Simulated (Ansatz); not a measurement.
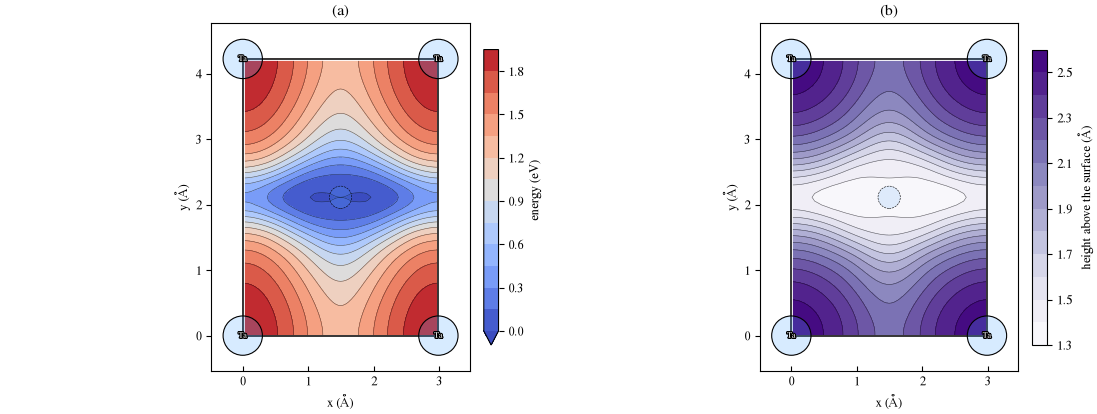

Si on a Ta(110) slab cut from the Fm-3m phase, its upper half relaxed before the scan (4 atoms of substrate and one adsorbate in a 1 × 1 cell). 
- Si is moved over the surface cell; relaxed at each place: the height of the adsorbate's atoms; substrate rigid; the origin of the map has the adsorbate above Ta4.
- Places are given modulo a cell vector. The map is drawn in real space over the plane of the surface.
- The scan uses a 6 × 10 grid; 24 points were computed and 36 follow by symmetry.
- Energies are in eV, from the lowest grid point.
- With one adsorbate in each 1 × 1 cell, its nearest image is 3.0 Å away, so neighbouring adsorbates interact.
- These are results of Ansatz, DFT PBE, scalar-relativistic, plane waves, PAW, not measurements. Settings: cutoff 420 eV, k-mesh 9×6×1, gaussian smearing 0.1 eV, no spin polarisation.

Panel (a) is the energy; panel (b) is the computed height above the surface, in Å.

In the figure: filled contours, labelled circles for the atoms of the top layer and small ones for the second layer, the outline of one cell of the plane. Between grid points the surface is interpolated.

> How does the height above the surface vary over the map, and what is it at the lowest grid point?

It runs from 1.35 Å at (2/6, 5/10) of the cell vectors [nearest 3 Ta at 2.68 Å] to 2.57 Å at the top site over a surface Ta atom, (0/6, 0/10) of the cell vectors. At the lowest grid point, a fourfold hollow over a second-layer Ta atom, (3/6, 5/10) of the cell vectors, it is 1.39 Å.

PAW datasets: the set soft_1.
